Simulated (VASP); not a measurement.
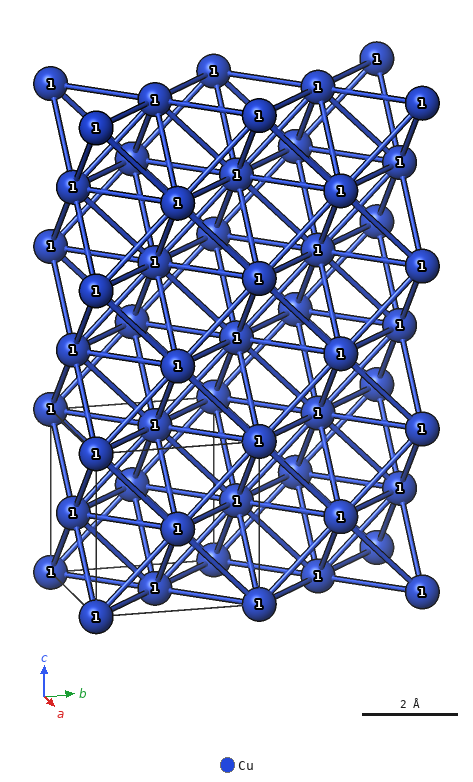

The structure as given in the input (ball-and-stick view of the cell 4 times as large as that of the calculation, set on its symmetry axes, repeated 1 × 2 × 3, seen slightly off an axis; atoms are numbered from 1 in the order of the input). Near neighbours in the crystal (not all of them lie inside the picture): Cu has 12 Cu at 2.53 Å.

# Cu: density-of-states run

The run: density-of-states run of Cu (Fm-3m, 1 atom in the cell). Method and program: Kohn-Sham DFT of a periodic cell, r2SCAN, VASP PAW PBE potentials, recommended, no spin polarisation (VASP 6.6.1).

The structure derives from an entry of the Crystallography Open Database.

**INCAR**
```
SYSTEM = Cu
PREC = Accurate ; ENCUT = 520
EDIFF = 1E-7 ; ISMEAR = -5
SIGMA = 0.1 ; LREAL = .False.
LASPH = .True. ; NELM = 60
ALGO = Normal ; ISIF = 2
LWAVE = .False. ; LCHARG = .False.
LMAXMIX = 4 ; METAGGA = R2SCAN
LMIXTAU = .True. ; LORBIT = 11
NBANDS = 12 ; NEDOS = 2001
```

**KPOINTS**
```
regular mesh
0
Gamma
  20 20 20
  0 0 0
```

**POSCAR**
```
Cu                                      
1.0
    0.0000000000      1.7907529339      1.7907529339
    1.7907529339     -0.0000000000      1.7907529339
    1.7907529339      1.7907529339     -0.0000000000
  Cu            
     1
Direct
     0.0000000000000000    0.0000000000000000    0.0000000000000000
```

Launch command:
```bash
cat potpaw_PBE.64/Cu/POTCAR > POTCAR
mpirun -np 1 vasp_std > vasp.out
```

**OSZICAR**
```
N       E                     dE             d eps       ncg     rms          rms(c)
DAV:   1     0.348877593648E+02    0.34888E+02   -0.54895E+03  6864   0.159E+03
DAV:   2    -0.119244212101E+02   -0.46812E+02   -0.43374E+02  6324   0.211E+02
DAV:   3    -0.133604424935E+02   -0.14360E+01   -0.14286E+01  7180   0.423E+01
DAV:   4    -0.133706433406E+02   -0.10201E-01   -0.10200E-01  6900   0.317E+00
DAV:   5    -0.133707582393E+02   -0.11490E-03   -0.11490E-03  7392   0.345E-01    0.783E+00
DAV:   6    -0.114221809973E+02    0.19486E+01   -0.24046E+01  7636   0.966E+01    0.567E+00
DAV:   7    -0.108374641075E+02    0.58472E+00   -0.50103E+00  7516   0.414E+01    0.530E-01
DAV:   8    -0.108336855386E+02    0.37786E-02   -0.10618E-01  7636   0.617E+00    0.925E-01
DAV:   9    -0.108260026624E+02    0.76829E-02   -0.12447E-01  7620   0.659E+00    0.609E-02
DAV:  10    -0.108269907207E+02   -0.98806E-03   -0.17990E-03  7824   0.473E-01    0.107E-01
DAV:  11    -0.108269632458E+02    0.27475E-04   -0.47683E-04  8716   0.320E-01    0.383E-02
DAV:  12    -0.108269738768E+02   -0.10631E-04   -0.42475E-04  7176   0.338E-01    0.287E-02
DAV:  13    -0.108269787945E+02   -0.49176E-05   -0.10543E-04  7536   0.166E-01    0.182E-03
DAV:  14    -0.108269814036E+02   -0.26091E-05   -0.61048E-07  6580   0.858E-03    0.191E-03
DAV:  15    -0.108269803596E+02    0.10440E-05   -0.10216E-06  7500   0.188E-02    0.406E-04
DAV:  16    -0.108269809394E+02   -0.57977E-06   -0.71093E-08  5256   0.317E-03    0.593E-04
DAV:  17    -0.108269808905E+02    0.48916E-07   -0.30787E-08  3396   0.259E-03
   1 F= -.10826981E+02 E0= -.10826981E+02  d E =0.000000E+00
```

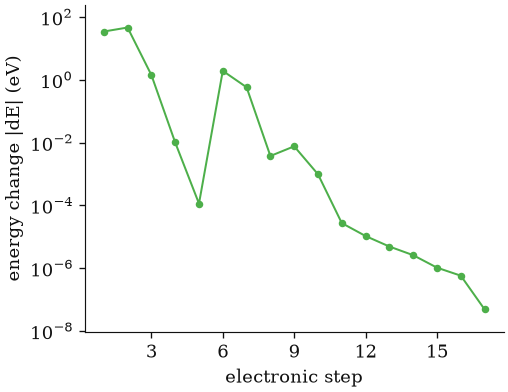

Convergence of the self-consistent field: energy change |dE| against the electronic step. It takes 17 electronic steps. The density is held fixed in the first few steps, and dE rises again when its update begins.

**Parts of OUTCAR**
```
SYSTEM = Cu
   PREC = Accurate
   ENCUT = 520
   EDIFF = 1E-7
   ISMEAR = -5
   LREAL = .False.
   LASPH = .True.
   NELM = 60
   ISIF = 2
   METAGGA = R2SCAN
   LORBIT = 11

 ion  position               nearest neighbor table
   1  0.000  0.000  0.000-

  LATTYP: Found a face centered cubic cell.
 ALAT       =     3.5815058678

  Lattice vectors:

 A1 = (   0.0000000000,   1.7907529339,   1.7907529339)
 A2 = (   1.7907529339,   0.0000000000,   1.7907529339)
 A3 = (   1.7907529339,   1.7907529339,   0.0000000000)

Analysis of symmetry for initial positions (statically):
=====================================================================
 Subroutine PRICEL returns:
 Original cell was already a primitive cell.

 Routine SETGRP: Setting up the symmetry group for a
 face centered cubic supercell.

 Subroutine GETGRP returns: Found 48 space group operations
 (whereof 48 operations were pure point group operations)
 out of a pool of 48 trial point group operations.

The static configuration has the point symmetry O_h .

Analysis of symmetry for dynamics (positions and initial velocities):
=====================================================================
 Subroutine PRICEL returns:
 Original cell was already a primitive cell.

 Routine SETGRP: Setting up the symmetry group for a
 face centered cubic supercell.

 Subroutine GETGRP returns: Found 48 space group operations
 (whereof 48 operations were pure point group operations)
 out of a pool of 48 trial point group operations.

The dynamic configuration has the point symmetry O_h .

 Subroutine INISYM returns: Found 48 space group operations
 (whereof 48 operations are pure point group operations),
 and found     1 'primitive' translations

----------------------------------------------------------------------------------------

                                     Primitive cell

  volume of cell :      11.4852

  direct lattice vectors                    reciprocal lattice vectors
     0.000000000  1.790752934  1.790752934    -0.279212163  0.279212163  0.279212163
     1.790752934  0.000000000  1.790752934     0.279212163 -0.279212163  0.279212163
     1.790752934  1.790752934  0.000000000     0.279212163  0.279212163 -0.279212163

  length of vectors
     2.532507086  2.532507086  2.532507086     0.483609652  0.483609652  0.483609652

  position of ions in fractional coordinates (direct lattice)
     0.000000000  0.000000000  0.000000000

  ion indices of the primitive-cell ions
   primitive index   ion index
                 1           1

----------------------------------------------------------------------------------------

 KPOINTS: regular mesh

Automatic generation of k-mesh.
 Grid dimensions read from file:
 generate k-points for:   20   20   20

 Generating k-lattice:

  Cartesian coordinates                     Fractional coordinates (reciprocal lattice)
    -0.013960608  0.013960608  0.013960608     0.050000000  0.000000000  0.000000000
     0.013960608 -0.013960608  0.013960608     0.000000000  0.050000000  0.000000000
     0.013960608  0.013960608 -0.013960608     0.000000000  0.000000000  0.050000000

  Length of vectors
     0.024180483  0.024180483  0.024180483

  Shift w.r.t. Gamma in fractional coordinates (k-lattice)
     0.000000000  0.000000000  0.000000000

 TETIRR: Found   1093 inequivalent tetrahedra from    48000

 Subroutine IBZKPT returns following result:
 ===========================================

 Found    256 irreducible k-points:

 Following reciprocal coordinates:
            Coordinates               Weight
  0.000000  0.000000  0.000000      1.000000
  0.050000  0.000000  0.000000      8.000000
  0.100000  0.000000  0.000000      8.000000
  0.150000  0.000000  0.000000      8.000000
  0.200000  0.000000  0.000000      8.000000
  0.250000  0.000000  0.000000      8.000000
  0.300000  0.000000  0.000000      8.000000
  0.350000  0.000000  0.000000      8.000000
  0.400000  0.000000  0.000000      8.000000
  0.450000  0.000000  0.000000      8.000000
  0.500000  0.000000  0.000000      4.000000
  0.050000  0.050000  0.000000      6.000000
  0.100000  0.050000  0.000000     24.000000
  0.150000  0.050000  0.000000     24.000000
  0.200000  0.050000  0.000000     24.000000
  0.250000  0.050000  0.000000     24.000000
  0.300000  0.050000  0.000000     24.000000
  0.350000  0.050000  0.000000     24.000000
  0.400000  0.050000  0.000000     24.000000
  0.450000  0.050000  0.000000     24.000000
  0.500000  0.050000  0.000000     24.000000
 -0.450000  0.050000  0.000000     24.000000
 -0.400000  0.050000  0.000000     24.000000
 -0.350000  0.050000  0.000000     24.000000
 [... further k-points ...]
   k-points           NKPTS =    256   k-points in BZ     NKDIM =    256   number of bands    NBANDS=     12
   number of dos      NEDOS =   2001   number of ions     NIONS =      1
   total plane-waves  NPLWV =   8000
   dimension x,y,z NGX =    20 NGY =   20 NGZ =   20
   dimension x,y,z NGXF=    40 NGYF=   40 NGZF=   40
   ions per type =               1
   NGX,Y,Z   is equivalent  to a cutoff of  13.13, 13.13, 13.13 a.u.
   NGXF,Y,Z  is equivalent  to a cutoff of  26.26, 26.26, 26.26 a.u.
 SYSTEM =  Cu
   PREC   = accura    normal or accurate (medium, high low for compatibility)
   ISTART =      0    job   : 0-new  1-cont  2-samecut
   ICHARG =      2    charge: 1-file 2-atom 10-const
   ISPIN  =      1    spin polarized calculation?
   LNONCOLLINEAR =      F non collinear calculations
   LSORBIT =      F    spin-orbit coupling
   LASPH  =      T    aspherical Exc in radial PAW
   ENCUT  =  520.0 eV  38.22 Ry    6.18 a.u.   4.71  4.71  4.71*2*pi/ulx,y,z
   NELM   =     60;   NELMIN=  2; NELMDL= -5     # of ELM steps
   EDIFF  = 0.1E-06   stopping-criterion for ELM
   LREAL  =      F    real-space projection
   EDIFFG = 0.1E-05   stopping-criterion for IOM
   NSW    =      0    number of steps for IOM
   IBRION =     -1    ionic relax: 0-MD 1-quasi-New 2-CG
   NFREE  =      0    steps in history (QN), initial steepest desc. (CG)
   ISIF   =      2    stress and relaxation
   ISYM   =      2    0-nonsym 1-usesym 2-fastsym
   POTIM  = 0.5000    time-step for ionic-motion
   TEBEG  =    0.0;   TEEND  =   0.0 temperature during run
   PSTRESS=    0.0 pullay stress
   NELECT =      11.0000    total number of electrons
   NUPDOWN=      -1.0000    fix difference up-down
   EMIN   =  10.00;   EMAX   =-10.00  energy-range for DOS
   EFERMI =   0.00;   METHOD = LEGACY
   ISMEAR =    -5;   SIGMA  =   0.10  broadening in eV -4-tet -1-fermi 0-gaus
   EFERMI_NEDOS =   21; number of points for ismear=-14 and -15
   IALGO  =     38    algorithm
   IMIX   =      4    mixing-type and parameters
     AMIX     =   0.40;   BMIX     =  1.00
     AMIX_MAG =   1.60;   BMIX_MAG =  1.00
  volume/ion in A,a.u.               =      11.49        77.51
  Fermi-wavevector in a.u.,A,eV,Ry     =   1.613715  3.049478 35.430588  2.604075
  Thomas-Fermi vector in A             =   2.708740
   LORBIT       =     11    0 simple, 1 ext, 2 COOP (PROOUT), +10 PAW based schemes
   METAGGA = R2SCAN    functional components
   LHFCALC =     F    Hartree Fock is set to
   AEXX    =    0.0000 exact exchange contribution
   IVDW    =     0    specifies the selected vdW correction
   LEPSILON=     F    determine dielectric tensor
   LRPA    =     F    only Hartree local field effects (RPA)
 non-spin polarized calculation
 Fermi weights with tetrahedron method with Bloechl corrections
  energy-cutoff  :      520.00
  volume of cell :       11.49
 maximum number of plane-waves:       331
   NGX =  9   NGY =  9   NGZ =  9

 number of electron      11.0000011 magnetization

 Free energy of the ion-electron system (eV)
  ---------------------------------------------------
  ext. energy  EPLUGINS =         0.00000000
  ---------------------------------------------------
  free energy    TOTEN  =       -10.82698089 eV

  energy without entropy =      -10.82698089  energy(sigma->0) =      -10.82698089

 E-fermi :   7.7859     XC(G=0): -13.9337     alpha+bet :-13.8042

 val. band max:        7.7604801308   @ k =  -0.4500   0.1000   0.0000
 cond. band min:       7.7850477361   @ k =   0.5000   0.3500   0.1500
 fundamental gap:      0.0245676054
 Fermi energy:         7.7859184792

 k-point     1 :       0.0000    0.0000    0.0000
  band No.  band energies     occupation
      1      -2.1453      2.00000
      2       4.5193      2.00000
      3       4.5194      2.00000
      4       4.5194      2.00000
      5       5.3717      2.00000
      6       5.3717      2.00000
      7      31.3602      0.00000
      8      34.6164      0.00000
      9      34.6164      0.00000
     10      34.6167      0.00000
     11      37.0275      0.00000
     12      37.0275      0.00000

 k-point     2 :       0.0500    0.0000    0.0000
  band No.  band energies     occupation
      1      -2.0487      2.00000
      2       4.4981      2.00000
      3       4.5378      2.00000
      4       4.5379      2.00000
      5       5.3641      2.00000
      6       5.3642      2.00000
      7      30.8954      0.00000
      8      33.2271      0.00000
      9      34.2726      0.00000
     10      34.2728      0.00000
     11      37.5051      0.00000
     12      37.5051      0.00000

 k-point     3 :       0.1000    0.0000    0.0000
  band No.  band energies     occupation
      1      -1.7612      2.00000
      2       4.4391      2.00000
      3       4.5873      2.00000
      4       4.5873      2.00000
      5       5.3474      2.00000
      6       5.3474      2.00000
      7      28.9375      0.00000
      8      32.3490      0.00000
      9      33.6291      0.00000
     10      33.6293      0.00000
     11      38.5119      0.00000
     12      38.5119      0.00000

 k-point     4 :       0.1500    0.0000    0.0000
  band No.  band energies     occupation
      1      -1.2919      2.00000
      2       4.3568      2.00000
      3       4.6476      2.00000
      4       4.6477      2.00000
      5       5.3402      2.00000
      6       5.3402      2.00000
      7      26.2854      0.00000
      8      32.0387      0.00000
      9      32.9996      0.00000
     10      32.9998      0.00000
     11      39.0186      0.00000
     12      39.4472      0.00000

 k-point     5 :       0.2000    0.0000    0.0000
  band No.  band energies     occupation
      1      -0.6590      2.00000
      2       4.2767      2.00000
      3       4.6859      2.00000
      4       4.6860      2.00000
      5       5.3727      2.00000
      6       5.3728      2.00000
      7      23.5857      0.00000
      8      31.7275      0.00000
      9      32.4628      0.00000
     10      32.4629      0.00000
     11      39.0222      0.00000
     12      39.0995      0.00000

 [... the levels of 18 k-points are left out ...]

 k-point    24 :      -0.3500    0.0500    0.0000
  band No.  band energies     occupation
      1       1.8742      2.00000
      2       4.5348      2.00000
      3       4.5770      2.00000
      4       4.7152      2.00000
      5       5.7161      2.00000
      6       6.0184      2.00000
      7      15.5368      0.00000
      8      28.7045      0.00000
      9      31.1924      0.00000
     10      32.4932      0.00000
     11      34.6324      0.00000
     12      36.5093      0.00000

 [... further k-points ...]

------------------------ aborting loop because EDIFF is reached ----------------------------------------

  FORCE on cell =-STRESS in cart. coord.  units (eV):
  Direction    XX          YY          ZZ          XY          YZ          ZX
  --------------------------------------------------------------------------------------
  -------------------------------------------------------------------------------------
  Total       -0.0046377     -0.0046377     -0.0046377     -0.0000000      0.0000000      0.0000000
  in kB       -0.6469557     -0.6469557     -0.6469557     -0.0000000      0.0000000      0.0000000
  external PRESSURE =      -0.6469557 kB  Pullay stress =       0.0000000 kB

 VOLUME and BASIS-vectors are now :
 -----------------------------------------------------------------------------
  energy-cutoff  :      520.00
  volume of cell :       11.49
      direct lattice vectors                 reciprocal lattice vectors
     0.000000000  1.790752934  1.790752934    -0.279212163  0.279212163  0.279212163
     1.790752934  0.000000000  1.790752934     0.279212163 -0.279212163  0.279212163
     1.790752934  1.790752934  0.000000000     0.279212163  0.279212163 -0.279212163

 POSITION                                       TOTAL-FORCE (eV/Angst)
 -----------------------------------------------------------------------------------
      0.00000      0.00000      0.00000         0.000000     -0.000000      0.000000
 -----------------------------------------------------------------------------------
    total drift:                                0.000000      0.000000      0.000000

  FREE ENERGIE OF THE ION-ELECTRON SYSTEM (eV)
  ---------------------------------------------------
  free  energy   TOTEN  =       -10.8269808905 eV

  energy  without entropy=      -10.8269808905  energy(sigma->0) =      -10.82698089

 total charge

# of ion       s       p       d       tot
------------------------------------------
    1        0.467   0.420   9.195  10.082
```

**CONTCAR**
```
Cu
   1.00000000000000
     0.0000000000000000    1.7907529338999999    1.7907529338999999
     1.7907529338999999    0.0000000000000000    1.7907529338999999
     1.7907529338999999    1.7907529338999999    0.0000000000000000
  Cu
     1
Direct
     0.0000000000000000    0.0000000000000000    0.0000000000000000

  0.00000000E+00  0.00000000E+00  0.00000000E+00
```

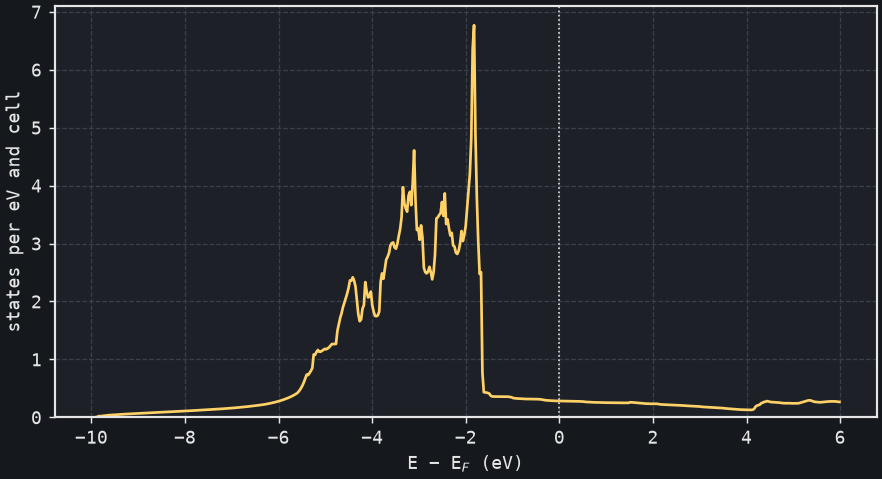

Density of states from the levels on the mesh of the run, whose fine structure reflects that mesh, with energies from the Fermi level of the run. At the top of the window the curve may fall because the computed bands end.

**Key numbers**

| quantity | value |
| --- | --- |
| outcome | converged |
| space group (tolerance 0.01 Å) | Fm-3m (225) |
| electrons treated | 11 |
| free energy | −10.8270 eV |
| Fermi energy of the self-consistent step | 7.786 eV |
| gap on the k-point mesh | none (metallic) |
| pressure | −0.06 GPa |
| largest force (length of the vector) | under 0.001 eV/Å |
| hardware | 1 thread of Intel Xeon (Granite Rapids), 64 GiB of memory available, shared host |
| wall time | 76 s |
| peak memory | 0.15 GiB |
